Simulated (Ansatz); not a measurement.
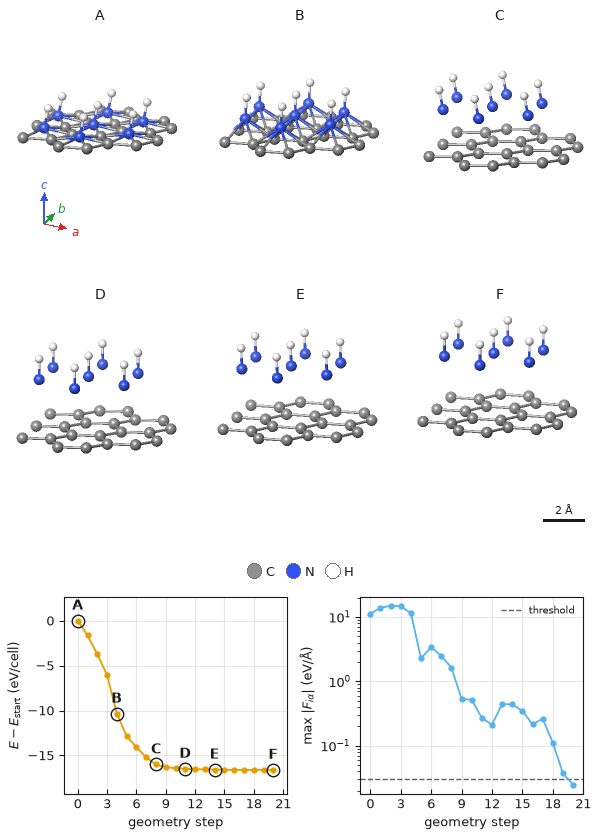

Frames of a constrained relaxation of a slab of composition HC8N (cut from the Fd-3m phase), marked on the history of the run. Style: ball-and-stick. Shown: the atoms within 4.2 Å of the atom that moves most (axes of the 3 × 3 repeat of the cell, outlined in the plane, without the vacuum), slightly off an axis.

Case: NH put at a hollow C-C site. The slab is the (1 1 1) face of C with NH on it. 4 atoms are held fixed.

Theory: DFT PBEsol, scalar-relativistic, plane waves, PAW in Ansatz 0.2.0.

Input
```yaml
crystal:
  lattice:
    - [2.5129226041, 0.0, 0.0]
    - [-1.2564613021, 2.1762548129, 0.0]
    - [0.0, 0.0, 26.6683263218]
  atoms:
    - { symbol: C, position: [0.3333333333, 0.6666666667, 0.3187301631] }
    - { symbol: C, position: [0.0, 0.0, 0.3379645227] }
    - { symbol: C, position: [0.0, 0.0, 0.3956676016] }
    - { symbol: C, position: [0.6666666667, 0.3333333333, 0.4149019612] }
    - { symbol: C, position: [0.6666666667, 0.3333333333, 0.4851264275] }
    - { symbol: C, position: [0.3333333333, 0.6666666667, 0.4929052213] }
    - { symbol: C, position: [0.3333333333, 0.6666666667, 0.6185767168] }
    - { symbol: C, position: [0.0, 0.0, 0.6186586528] }
    - { symbol: "N", position: [0.6666666667, 0.3333333333, 0.6276580927], spin: 2.0 }
    - { symbol: H, position: [0.7580868627, 0.3871740265, 0.6651557589] }
basis:
  ecutwfc: 420
kpoints:
  mp_grid: { grid: [12, 12, 1] }
hamiltonian:
  xc: pbesol
scf:
  occupations: { method: gaussian, width: 0.05 }
output:
  forces: true
  eigenvalues: true
  populations: true
  write_density: true
  write_potential: true
  elf: true
  volumetric_format: npy
magnetization:
  spin_polarized: true
relax:
  adjacent_minimum: "off"
  f_tol: 0.03
  max_steps: 70
  constraints: [{ sites: [0, 1, 2, 3] }]
efield:
  axis: 3
  dipole_correction: true
  ramp_width: 0.04
```

Command:
```bash
ansatz run input.yaml --threads 2 --pin off --max-ram 5120MiB --backend cpu --events-out ev --progress --plain --runs-dir out
```

> Describe the path.

H10 moves most: 2.63 Å along the normal (+c). Largest moves by element: H 2.63 Å, N 2.57 Å, C 0.24 Å. The lattice vectors keep their values. Near-neighbour distances that change, for instance: C7–N9 1.471 → 3.388 Å, N9–H10 1.020 → 1.052 Å. Bonds break, among them: C7–N9 (1.47 → 3.38 Å), C7–N9 (1.47 → 3.39 Å), C8–N9 (1.47 → 3.38 Å), C8–N9 (1.47 → 3.39 Å). After 20 geometry steps the energy has fallen by 16.614 eV per cell of the calculation. Largest force component: 11 eV/Å at the start, 0.025 eV/Å at the end. The program noted that the starting moments weren't kept. The run may lie on a higher electronic state than the lowest, so the end point isn't shown to be the ground-state structure. The run took 21 min on 2 threads of Arm Neoverse V2, on a shared host, peak memory 1.5 GiB. From step 0 to 4: H10 moves most (0.54 Å), energy −10.350 eV per cell of the calculation. From step 4 to 8: C7 moves most (0.75 Å), energy −5.655 eV per cell of the calculation. From step 8 to 11: H10 moves most (0.51 Å), energy −0.483 eV per cell of the calculation. From step 11 to 14: N and H atoms move most (0.56 Å), energy −93.8 meV per cell of the calculation. From step 14 to 20: N and H atoms move most (0.67 Å), energy −32.8 meV per cell of the calculation.

Limits of the set-up: the periodic images lie only 2.5 Å apart, so the values are limited by the cell's size.
